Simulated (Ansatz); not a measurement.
## Mn₃Si: one change and its effect

System: Mn₃Si (Fm-3m, 4 atoms in the cell).
Method of run A: Kohn-Sham DFT of a periodic cell, B3LYP, Ansatz PAW, spin-polarised (Ansatz 0.2.0).

The structure derives from an entry of the Crystallography Open Database. Text and figures count atoms from 1; the logs count them from 0 in places.

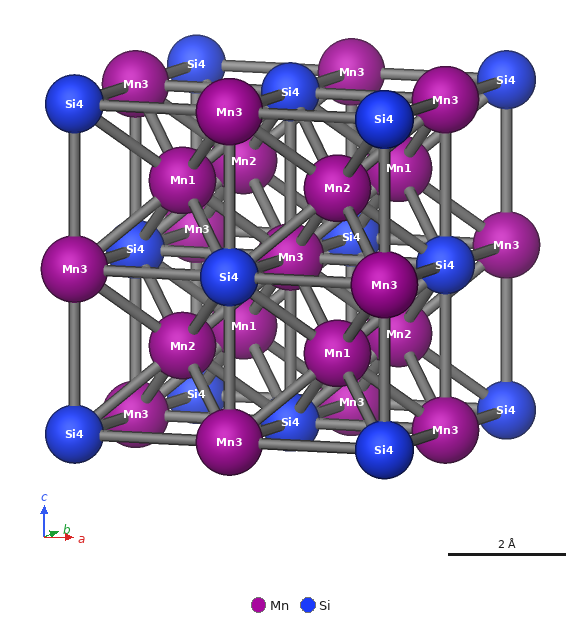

The structure (ball-and-stick view of the cell 4 times as large as that of the calculation, set on its symmetry axes, seen at an oblique angle; atoms are numbered from 1 in the order of the input). An atom can appear more than once, as a periodic image.

### The input, run A
```yaml
crystal:
  lattice:
    - [0.0, 2.861, 2.861]
    - [2.861, 0.0, 2.861]
    - [2.861, 2.861, 0.0]
  atoms:
    - { symbol: Mn, position: [0.75, 0.75, 0.75], spin: 4.0 }
    - { symbol: Mn, position: [0.25, 0.25, 0.25], spin: 4.0 }
    - { symbol: Mn, position: [0.5, 0.5, 0.5], spin: 4.0 }
    - { symbol: Si, position: [0.0, 0.0, 0.0] }
hamiltonian:
  xc: b3lyp
  pseudopotentials: { kind: paw }
magnetization:
  spin_polarized: true
kpoints:
  mp_grid: { grid: [4, 4, 4] }
scf:
  occupations: { method: fermi_dirac, width: 0.05 }
output:
  forces: true
  stress: true
  eigenvalues: true
```

Command:
```bash
ansatz run input.yaml --threads 2 --pin off --max-ram 5632MiB --backend cpu --events-out ev --progress --plain --runs-dir out
```

Hardware: 2 threads of AMD EPYC (Zen 5), 16 GiB of memory available, shared host.

### Output, shortened to warnings, some set-up lines, iterations and results (run A)
```
Warning: output.stress: scf.convergence.dr2_threshold = 1e-7 eV (the SCF's general default) is looser than the 4e-10 eV advised for a printed stress (1e-10 eV for each atom of the cell: 4). What an SCF threshold leaves in a stress goes as its square root, and in the free energy as the threshold itself, and one threshold admits the most on a small cell: of the crystals measured, under no hybrid …
Warning: output.stress: scf.exx.energy_threshold = 1e-6 eV is looser than the 4e-8 eV advised for a stress under a hybrid functional (1e-8 eV for each atom of the cell: 4). Every SCF of the exchange loop can meet its threshold on dr2 while the loop round them stops early: no threshold on dr2 bounds what that leaves in the stress. Set scf.exx.energy_threshold to 4e-8 eV or tighter. The threshold …
Basis set: ecut = 420 eV, 941 PW (Γ), exchange–correlation on 60×60×60 points (8 copies of the dense FFT grid, shifted against one another)
Symmetry: 48 space group operations
k-points: 8 of 64
Initial density: superposition of atomic densities (chi_scale 0.1, normalization cell)
[...]
SCF iter   1: F=—  HF=-12351.009658 eV  |F-HF|=—  |Δ(HF+E_count)|=         —  Δρ=1.14e-1 (↑9.64e-2 ↓1.14e-1)  dr2=2.07e0  dr2_m=4.44e0  M=8.079 μB ∫|m|=8.336 μB  β_m=0.30  …
SCF iter   2: F=—  HF=-12351.731276 eV  |F-HF|=—  |Δ(HF+E_count)|=   7.22e-1  Δρ=1.00e-1 (↑1.00e-1 ↓9.31e-2)  dr2=1.56e0  dr2_m=3.65e0  M=7.406 μB ∫|m|=7.702 μB  β_m=0.30  …
SCF iter   3: F=—  HF=-12352.178593 eV  |F-HF|=—  |Δ(HF+E_count)|=   4.47e-1  Δρ=7.56e-2 (↑7.56e-2 ↓7.25e-2)  dr2=4.34e-1  dr2_m=2.29e0  M=7.115 μB ∫|m|=7.412 μB  β_m=0.30  …
SCF iter   4: F=—  HF=-12352.416907 eV  |F-HF|=—  |Δ(HF+E_count)|=   2.38e-1  Δρ=6.33e-2 (↑6.33e-2 ↓6.27e-2)  dr2=1.29e-1  dr2_m=1.68e0  M=6.748 μB ∫|m|=7.065 μB  β_m=0.30  …
SCF iter   5: F=—  HF=-12352.611697 eV  |F-HF|=—  |Δ(HF+E_count)|=   1.95e-1  Δρ=5.21e-2 (↑4.93e-2 ↓5.21e-2)  dr2=1.31e-2  dr2_m=1.10e0  M=6.548 μB ∫|m|=6.861 μB  β_m=0.30  …
[... 249 lines ...]
SCF iter   5: F=—  HF=-12350.637800 eV  |F-HF|=—  |Δ(HF+E_count)|=   2.68e-7  Δρ=8.91e-6 (↑6.08e-6 ↓8.91e-6)  dr2=3.52e-8  dr2_m=1.22e-8  M=3.000 μB ∫|m|=3.632 μB  β_m=0.63  …
SCF iter   6: F=—  HF=-12350.637800 eV  |F-HF|=—  |Δ(HF+E_count)|=   7.05e-8  Δρ=2.63e-6 (↑1.85e-6 ↓2.63e-6)  dr2=4.76e-9  dr2_m=9.40e-10  M=3.000 μB ∫|m|=3.632 μB  β_m=0.73  …
SCF iter   7: F=—  HF=-12350.637800 eV  |F-HF|=—  |Δ(HF+E_count)|=   5.18e-9  Δρ=1.89e-6 (↑6.96e-7 ↓1.89e-6)  dr2=2.17e-9  dr2_m=4.29e-10  M=3.000 μB ∫|m|=3.632 μB  β_m=0.86  …
SCF iter   8: F=-12350.637800 eV  HF=-12350.637800 eV  |F-HF|=1.51e-10  |Δ(HF+E_count)|=   1.79e-9  Δρ=1.35e-6 (↑1.35e-6 ↓6.67e-7)  dr2=3.80e-10  dr2_m=4.31e-10  M=3.000 μB …
SCF 10 converged in 8 iterations: F = -12350.637800 eV  dr2 = 3.80e-10
  Residual-converged pass: ⟨swp⟩=3.0  Hψ=1108  notcnv=0  max |occ|·‖R‖ = 8.7e-7 eV (tolerance 8.8e-7 eV)  dr2=3.88e-10  dr2_m=4.39e-10  dr2_onsite=3.32e-10  max |Δocc| = 1.2e-13
hybrid outer 9: dexx = +3.253e-8 eV, tail = 1.06e-8 eV, Δε = 2.13e-4 eV (about 3.39e-4 eV left of the loop's levels), ΔF = 4.63e-18 eV/Å (tail 3.07e-18)
at 2 of the mixer's solves, all of them in the SCFs whose states led to this one, it left a direction of its history that read negative out of its fit and stepped the other way along it
this state was not tested for a lower state beside it, because the functional holds exact exchange (a hybrid, or Hartree-Fock), whose exchange loop this test does not read (fock_operator); the stability check (scf.self_checks: high) cannot read this state: a pseudopotential is PAW: the check reads …
hybrid SCF converged: 9 outer / 149 inner (+100 warm-up), last move |dexx| = 3.25e-8 eV, tail = 1.06e-8 eV
Magnetization: 3.0000 μB (26.0000 up, 23.0000 down)
Absolute magnetization: 3.7990 μB (∫|ρ↑−ρ↓|, with the PAW one-centre terms)
Spin contamination: 0.4224 ħ² per cell (⟨S²⟩ above its minimum at these occupations)
Per-site moments (μB) at R_I (Å): [(1.1608397208694803, 1.0220507055937524), (1.1608397208694807, 1.0220507055937527), (0.783913520232815, 1.0220507055937524), (-0.07622800241402572, 1.0220507055937524)]
Free energy (F): -12350.637800 eV
Frozen-core exchange: fock
Harris-Foulkes:  -12350.637800 eV  (|F-HF|=1.51e-10)
Internal energy: -12350.633758 eV  (E = F + TS)
E sigma→0 (E₀):  -12350.635779 eV
Entropy (-TS):   -0.004042 eV (-1.010 meV/atom)
Fermi energy:    17.827675 eV
--- Per-component energies (eV) ---
  E_band       = -670.069955
  E_kinetic    = 970.985853
  E_local      = -5740.103902  (includes V_loc(G=0)·N_el)
  E_nonlocal   = 740.342760
  E_hartree    = 2428.926406
  E_xc         = -327.014558
  E_vxc        = -397.094401  (∫ρ·V_xc dr)
  E_exx        = -172.627658  (= α·E_x^exact, valence–valence)
  E_paw        = -4332.489466  (= ΣΔE_a)
  E_vpaw       = -756.797457  (= ΣTr[D̂ρ^β])
  E_aug_tail   = -0.000022  (compensation charges beyond the density's cutoff)
  E_ewald      = -5918.267432
  E_core_change = -0.385739  (= ΣΔE_core)
  E_smearing   = -0.004042  (= −TS)
  E_closure    = -0.000000  (closes the sum)
  Σ components = -12350.637800   (vs F -12350.637800, Δ=1.82e-12)
--- Forces (eV/Å), atoms counted from 1 ---
  atom   1  Mn    -0.00000000     0.00000000     0.00000000
  atom   2  Mn     0.00000000     0.00000000     0.00000000
  atom   3  Mn     0.00000000    -0.00000000    -0.00000000
  atom   4  Si    -0.00000000     0.00000000    -0.00000000
  max |Σ_I F_I| component: 5.78e-18 eV/Å
--- Stress (GPa, compression-positive) ---
[...]
```

The input of run B differs as follows (lines with − go, lines with + come):
```diff
-  xc: b3lyp
+  xc: pbe0
```

What does this change do to the results?

The total energies belong to different methods, so their difference says nothing on which is more stable or more accurate. The pressure goes from −11.60 to −13.36 GPa. The functional changes from b3lyp to PBE0.

### Output, shortened to warnings, some set-up lines, iterations and results (run B)
```
Warning: output.stress: scf.convergence.dr2_threshold = 1e-7 eV (the SCF's general default) is looser than the 4e-10 eV advised for a printed stress (1e-10 eV for each atom of the cell: 4). What an SCF threshold leaves in a stress goes as its square root, and in the free energy as the threshold itself, and one threshold admits the most on a small cell: of the crystals measured, under no hybrid …
Warning: output.stress: scf.exx.energy_threshold = 1e-6 eV is looser than the 4e-8 eV advised for a stress under a hybrid functional (1e-8 eV for each atom of the cell: 4). Every SCF of the exchange loop can meet its threshold on dr2 while the loop round them stops early: no threshold on dr2 bounds what that leaves in the stress. Set scf.exx.energy_threshold to 4e-8 eV or tighter. The threshold …
Basis set: ecut = 420 eV, 941 PW (Γ), exchange–correlation on 60×60×60 points (8 copies of the dense FFT grid, shifted against one another)
Symmetry: 48 space group operations
k-points: 8 of 64
Initial density: superposition of atomic densities (chi_scale 0.1, normalization cell)
[...]
SCF iter   1: F=—  HF=-12330.743048 eV  |F-HF|=—  |Δ(HF+E_count)|=         —  Δρ=1.07e-1 (↑1.07e-1 ↓1.05e-1)  dr2=1.69e0  dr2_m=4.50e0  M=8.162 μB ∫|m|=8.415 μB  β_m=0.30  …
SCF iter   2: F=—  HF=-12331.511689 eV  |F-HF|=—  |Δ(HF+E_count)|=   7.69e-1  Δρ=9.77e-2 (↑9.77e-2 ↓8.64e-2)  dr2=1.21e0  dr2_m=3.36e0  M=7.583 μB ∫|m|=7.877 μB  β_m=0.30  …
SCF iter   3: F=—  HF=-12331.984768 eV  |F-HF|=—  |Δ(HF+E_count)|=   4.73e-1  Δρ=7.77e-2 (↑7.77e-2 ↓7.10e-2)  dr2=5.19e-1  dr2_m=2.29e0  M=7.187 μB ∫|m|=7.495 μB  β_m=0.30  …
SCF iter   4: F=—  HF=-12332.447778 eV  |F-HF|=—  |Δ(HF+E_count)|=   4.63e-1  Δρ=7.40e-2 (↑5.31e-2 ↓7.40e-2)  dr2=2.35e0  dr2_m=1.25e0  M=7.025 μB ∫|m|=7.369 μB  β_m=0.30  …
SCF iter   5: F=—  HF=-12332.429567 eV  |F-HF|=—  |Δ(HF+E_count)|=   1.82e-2  Δρ=5.43e-2 (↑4.34e-2 ↓5.43e-2)  dr2=3.02e-1  dr2_m=9.68e-1  M=6.703 μB ∫|m|=7.047 μB  β_m=0.30  …
[... 328 lines ...]
SCF iter   2: F=—  HF=-12327.936469 eV  |F-HF|=—  |Δ(HF+E_count)|=   6.33e-9  Δρ=1.94e-6 (↑1.94e-6 ↓1.58e-6)  dr2=8.90e-10  dr2_m=1.16e-9  M=3.001 μB ∫|m|=4.504 μB  β_m=0.38  …
SCF iter   3: F=—  HF=-12327.936469 eV  |F-HF|=—  |Δ(HF+E_count)|=  9.60e-10  Δρ=1.59e-6 (↑1.11e-6 ↓1.59e-6)  dr2=8.16e-10  dr2_m=5.88e-10  M=3.001 μB ∫|m|=4.504 μB  β_m=0.42 …
SCF iter   4: F=—  HF=-12327.936469 eV  |F-HF|=—  |Δ(HF+E_count)|=  5.07e-10  Δρ=8.70e-7 (↑8.70e-7 ↓4.68e-7)  dr2=1.34e-10  dr2_m=1.79e-10  M=3.001 μB ∫|m|=4.504 μB  β_m=0.50 …
SCF iter   5: F=-12327.936469 eV  HF=-12327.936469 eV  |F-HF|=7.28e-12  |Δ(HF+E_count)|=  6.73e-11  Δρ=3.21e-7 (↑3.21e-7 ↓2.95e-7)  dr2=2.90e-12  dr2_m=4.04e-11  M=3.001 μB …
SCF 27 converged in 5 iterations: F = -12327.936469 eV  dr2 = 2.90e-12
  Residual-converged pass: ⟨swp⟩=3.0  Hψ=1193  notcnv=0  max |occ|·‖R‖ = 3.7e-7 eV (tolerance 3.8e-7 eV)  dr2=3.26e-12  dr2_m=4.19e-11  dr2_onsite=2.86e-11  max |Δocc| = 2.8e-14
hybrid outer 26: dexx = +6.542e-9 eV, tail = 4.82e-9 eV, Δε = 1.30e-4 eV (about 6.31e-4 eV left of the loop's levels), ΔF = 3.01e-17 eV/Å (tail 1.46e-16)
this state was not tested for a lower state beside it, because the functional holds exact exchange (a hybrid, or Hartree-Fock), whose exchange loop this test does not read (fock_operator); the stability check (scf.self_checks: high) cannot read this state: a pseudopotential is PAW: the check reads …
hybrid SCF converged: 26 outer / 211 inner (+100 warm-up), last move |dexx| = 6.54e-9 eV, tail = 4.82e-9 eV
Magnetization: 3.0013 μB (26.0007 up, 22.9993 down)
Absolute magnetization: 5.0017 μB (∫|ρ↑−ρ↓|, with the PAW one-centre terms)
Spin contamination: 1.2359 ħ² per cell (⟨S²⟩ above its minimum at these occupations)
Per-site moments (μB) at R_I (Å): [(1.5740985927526394, 1.0220507055937524), (1.5740985927526407, 1.0220507055937527), (0.056013916723447334, 1.0220507055937524), (-0.11377680813747429, 1.0220507055937524)]
Free energy (F): -12327.936469 eV
Frozen-core exchange: fock
Harris-Foulkes:  -12327.936469 eV  (|F-HF|=7.28e-12)
Internal energy: -12327.933116 eV  (E = F + TS)
E sigma→0 (E₀):  -12327.934793 eV
Entropy (-TS):   -0.003353 eV (-0.838 meV/atom)
Fermi energy:    18.028248 eV
--- Per-component energies (eV) ---
  E_band       = -713.430171
  E_kinetic    = 969.029748
  E_local      = -5727.747980  (includes V_loc(G=0)·N_el)
  E_nonlocal   = 740.347669
  E_hartree    = 2418.887187
  E_xc         = -310.634977
  E_vxc        = -379.173671  (∫ρ·V_xc dr)
  E_exx        = -216.743429  (= α·E_x^exact, valence–valence)
  E_paw        = -4282.152205  (= ΣΔE_a)
  E_vpaw       = -720.173358  (= ΣTr[D̂ρ^β])
  E_aug_tail   = -0.000021  (compensation charges beyond the density's cutoff)
  E_ewald      = -5918.267432
  E_core_change = -0.651677  (= ΣΔE_core)
  E_smearing   = -0.003353  (= −TS)
  E_closure    = 0.000000  (closes the sum)
  Σ components = -12327.936469   (vs F -12327.936469, Δ=-1.82e-12)
--- Forces (eV/Å), atoms counted from 1 ---
  atom   1  Mn    -0.00000000     0.00000000     0.00000000
  atom   2  Mn    -0.00000000     0.00000000     0.00000000
  atom   3  Mn     0.00000000    -0.00000000    -0.00000000
  atom   4  Si    -0.00000000     0.00000000    -0.00000000
  max |Σ_I F_I| component: 3.70e-17 eV/Å
--- Stress (GPa, compression-positive) ---
      -13.355573       0.000000      -0.000000
        0.000000     -13.355573      -0.000000
        0.000000       0.000000     -13.355573
  P = ⅓ Tr σ = -13.3556 GPa (-133.556 kbar)
```

### The two runs side by side

```tsv
quantity	run A	run B
outcome	converged	converged
free energy per atom (eV)	−3087.6595	−3081.9841
energy per atom, smearing taken to zero (eV)	−3087.6589	−3081.9837
gap on the mesh (eV)	0.00	0.00
net moment of the cell (μB)	3.00	3.00
absolute moment of the cell (μB)	3.80	5.00
pressure (GPa)	−11.60	−13.36
largest force (eV/Å)	0.000	0.000
irreducible k-points	8	8
plane waves at Γ	941	941
SCF iterations	–	311
```

For both runs: Warnings: the state was not tested for a lower one; the exchange loop's threshold is looser than advised for the stress; the SCF threshold is looser than advised for the printed stress. For run A: Points of doubt noted for this run: forces on files of another functional; state may lie high. The cell is under a tension of 11.6 GPa at this level, so it is not at its equilibrium volume. For run B: Points of doubt noted for this run: state may lie high. The cell is under a tension of 13.4 GPa at this level, so it is not at its equilibrium volume.
